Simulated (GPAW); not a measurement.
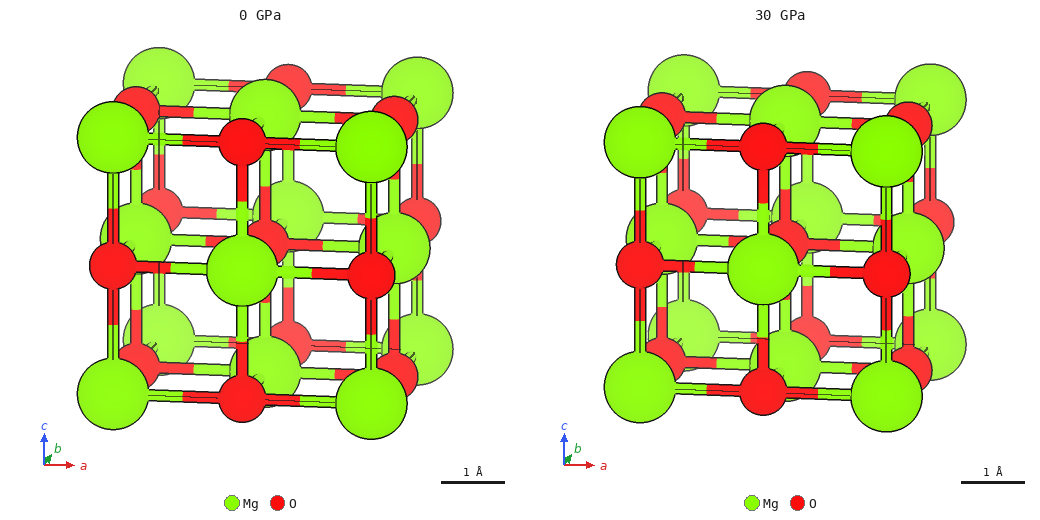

MgO, rock salt (NaCl type), space group Fm-3m (No. 225), relaxed (cell and atoms) under a series of hydrostatic pressures; the conventional cell is drawn at the lowest and the highest, to one scale (sticks follow a distance rule). The start was a structure listed in the Materials Project.

Alike in all runs: GPAW 26.7.0; functional PBEsol; potentials PAW data sets generated in the run's folder for this functional; cutoff 800 eV; k mesh 11 × 11 × 11 on the run's cell of 2 atoms; occupations fermi-dirac, width 0.05 eV; no spin polarisation; no spin-orbit coupling.

| pressure (GPa) | volume (Å³/atom) | a (Å) |
| --- | --- | --- |
| 0.0 | 9.395 | 4.220 |
| 2.0 | 9.282 | 4.203 |
| 5.0 | 9.123 | 4.179 |
| 10.2 | 8.876 | 4.141 |
| 19.9 | ? | ? |
| 29.8 | 8.166 | 4.027 |

Fit a third-order Birch-Murnaghan equation to the rows given and use it to fill in the volume that is left out.

The fit gives V0 = 9.40 Å³/atom, B0 = 159 GPa and B0′ = 4.1, which puts the volume at 19.9 GPa at 8.49 Å³/atom. The run gave volume 8.488 Å³/atom; a 4.080 Å.

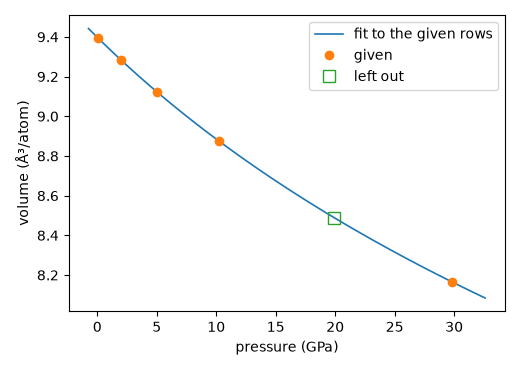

Volume against pressure, with the fit. The structure was kept in its own symmetry, so a change to another phase within this range wouldn't be seen. The gaps aren't listed, since this mesh can miss the band edges.

Caveat: later steps reuse the first step's grids.
